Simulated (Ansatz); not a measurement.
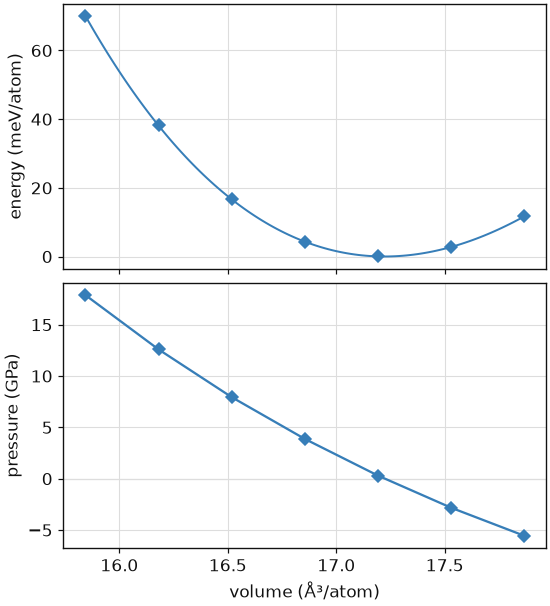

The picture above shows the energy and pressure against volume for Au, space group Fm-3m (No. 225).

Starting cell:
```cif
data_structure
_symmetry_space_group_name_H-M 'P 1'
_symmetry_Int_Tables_number 1
_cell_length_a 2.8779
_cell_length_b 2.8779
_cell_length_c 2.8779
_cell_angle_alpha 60.000
_cell_angle_beta 60.000
_cell_angle_gamma 60.000
_cell_volume 16.85
loop_
_atom_site_label
_atom_site_type_symbol
_atom_site_fract_x
_atom_site_fract_y
_atom_site_fract_z
_atom_site_occupancy
Au1 Au 0.00000 0.00000 0.00000 1
```

Calculation (Ansatz 0.2.0): plane-wave DFT, no spin polarisation; energies at scaled volumes of the given cell, shape and fractions fixed, counted from the fit's minimum, third-order Birch-Murnaghan fit. Level: r2SCAN with rVV10.

| setting | value |
| --- | --- |
| k mesh | 11×11×11 |
| occupations | Fermi–Dirac |
| smearing width | 0.05 eV |
| potentials | Ansatz PAW |
| wave cutoff | 500 eV |
| density cutoff | 2500 eV |

Q: Give the fitted equation-of-state parameters.

A: A third-order Birch–Murnaghan fit gives V0 = 17.22 Å³/atom, B0 = 169 GPa and B′ = 5.8.

Q: Read off the course of the pressure.

A: It falls from 17.88 GPa at volume 15.84 Å³/atom to −5.56 GPa at 17.87 Å³/atom, and changes sign near 17.22 Å³/atom.

Keep in mind: spin-orbit coupling left out, heavy elements.
